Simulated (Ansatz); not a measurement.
GaP

Input file:

```
crystal:
  lattice:
    - [1.9430151755, 1.1218003346, 6.4308101003]
    - [-1.9430151755, 1.1218003346, 6.4308101003]
    - [0.0, -2.2436006692, 6.4308101003]
  atoms:
    - { symbol: Ga, position: [0.435372, 0.435372, 0.435372] }
    - { symbol: Ga, position: [0.564628, 0.564628, 0.564628] }
    - { symbol: P, position: [0.057389, 0.057389, 0.057389] }
    - { symbol: P, position: [0.942611, 0.942611, 0.942611] }
basis:
  ecutwfc: 420
kpoints:
  mp_grid: { grid: [12, 12, 12] }
hamiltonian:
  xc: pbe
scf:
  occupations: { method: gaussian, width: 0.02 }
output:
  forces: true
  stress: true
  eigenvalues: true
  populations: true
  write_density: true
  write_potential: true
  elf: true
  volumetric_format: npy
```

Run with:

```sh
ansatz run input.yaml --threads 1 --pin off --max-ram 2560MiB --backend cpu --events-out ev --progress --plain --runs-dir out
```

Below, planes, directions and counts refer to the conventional cell (a = 3.89 Å, b = 3.89 Å, c = 19.29 Å, α = 90.00°, β = 90.00°, γ = 120.00°).

Space group R-3m; a structure from a database of computed crystals, not necessarily the ambient phase.

Theory: Ansatz 0.2.0, DFT PBE, scalar-relativistic, plane waves, PAW.

Question: What can the converged valence pseudo-density and electron localisation function tell about the bonding?

Answer: P–P (2.21 Å): ρ is about 0.75 e/Å³ halfway; the ELF peaks at about 0.90 between the atoms; a covalent bond.
Ga–Ga (2.49 Å): the density is about 0.42 e/Å³ at the midpoint; the ELF peaks at about 0.70 between the atoms.

Question: Does the calculation make it a metal, or give it a gap?

Answer: It is gapped, with a Kohn–Sham gap of 0.83 eV on the k-point mesh, an upper bound to the gap of this method.

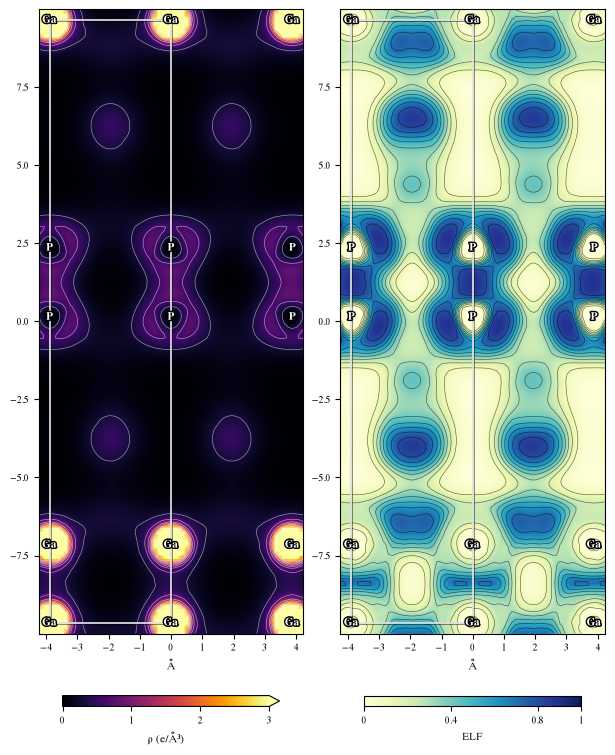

Computed valence pseudo-density and electron localisation function on the (100) plane of the conventional cell, in this order. 

In a PAW calculation such maps are meaningful between the atoms, not at the nuclei.
